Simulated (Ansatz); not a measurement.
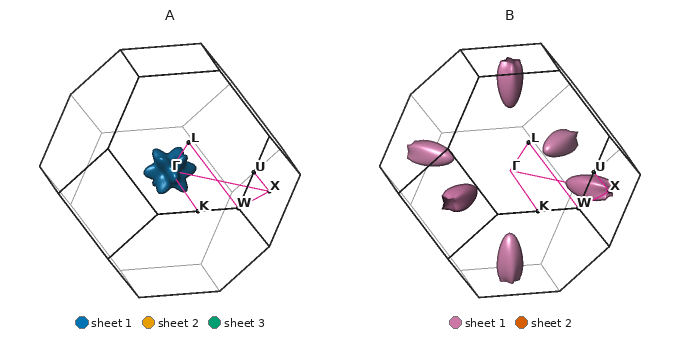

Constant-energy surfaces of BAs (F-43m) near its two band edges (0.20 eV into the valence band, 0.30 eV into the conduction band), in unknown order.

These are results of DFT PBE, scalar-relativistic, plane waves, PAW; levels and slopes on a dense k mesh at the converged density (Ansatz 0.2.0), not measurements. No spin polarisation. Mesh 34×34×34, interpolated with the band slopes. Cell and positions as given, without relaxation.

Masses come from a second pass at points close to the extrema; at the energies drawn a band may no longer be parabolic.

Which panel shows the holes and which the electrons?

Answer. A shows the valence band (holes), B the conduction band (electrons).

Describe the extrema and the gap.

Answer. Valence band (extrema up to 0.20 eV from the edge): one maximum at Γ, three bands meeting there, with masses of 0.22 and 0.23 mₑ among them, each the same along x, y and z. Band 9 forms the valence edge; band 8 meets it there and band 7 meets it there.
Conduction band (extrema up to 0.30 eV from the edge): six equivalent minima on the Γ–X line, principal masses 0.21, 0.21 and 1.10 mₑ. Band 10 forms the conduction edge; band 11 begins 0.27 eV higher (at X). The surfaces also take in X, where this band lies 0.26 eV above its edge.
The gap is indirect, 1.18 eV at this level of theory, which underestimates gaps and can reorder valleys that lie close.

Where one band's surface lies inside another's, the outer one hides all or part of it.

Spin-orbit coupling, left out here, can split bands that meet at an edge and change their masses.
